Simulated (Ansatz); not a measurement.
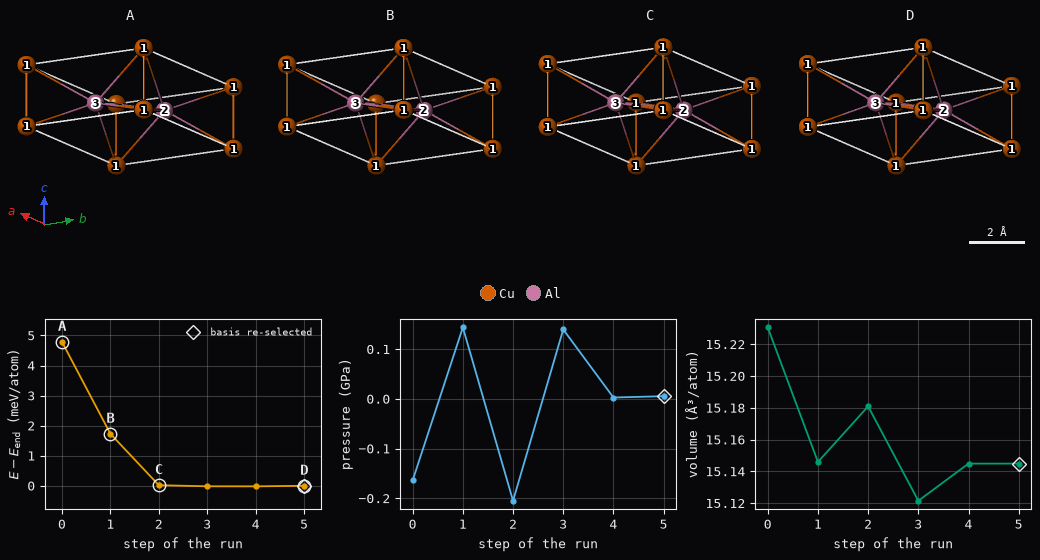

Frames of a relaxation of crystalline Al₂Cu (a generated structure, set up in P6/mmm), marked on the history of the run. A ball-and-stick model of the cell of the calculation, seen from a free direction.

Case: Ag → Cu, B → Al on all its sites, cell and atoms relaxed.

Method: DFT PBEsol, scalar-relativistic, plane waves, PAW (Ansatz). Settings: plane-wave cutoff 420 eV; k-point mesh 12 × 12 × 16; occupations gaussian; smearing width 0.1 eV; no spin polarisation; cell and atoms relaxed; force threshold 0.01 eV/Å; at most 60 steps.

Question: What happens along the run?

Answer: The atoms keep their places relative to the cell (all moves are under 0.005 Å). The drawn cell changes as follows: a = b 4.528 → 4.463 Å (−1.5 %), c 2.573 → 2.634 Å (+2.4 %); the volume changes by −0.6 %. Among the contacts that change: Cu1–Cu1 2.573 → 2.634 Å, Al2–Al2 2.573 → 2.634 Å, Al2–Al3 2.615 → 2.577 Å, Cu1–Al2 2.914 → 2.894 Å. The space group stays P6/mmm (No. 191). The energy falls by 4.8 meV per atom in 4 accepted moves (5 points after the start). All forces vanish by symmetry, so only the cell relaxes. Pressure: −0.16 GPa at the start and 0.01 GPa at the end. The SCF was repeated once at an unchanged geometry on a basis and grid sized afresh for the cell, which shifted the energy by less than 0.05 meV per atom at most. Cost: 57 s on 1 thread of Arm Neoverse V1 (shared host), peak memory 0.35 GiB. From step 0 to 1: volume −0.6 %, energy −3.1 meV per atom. From step 1 to 2: volume +0.2 %, energy −1.7 meV per atom. From step 2 to 5: volume −0.2 %, energy 0.0 meV per atom.
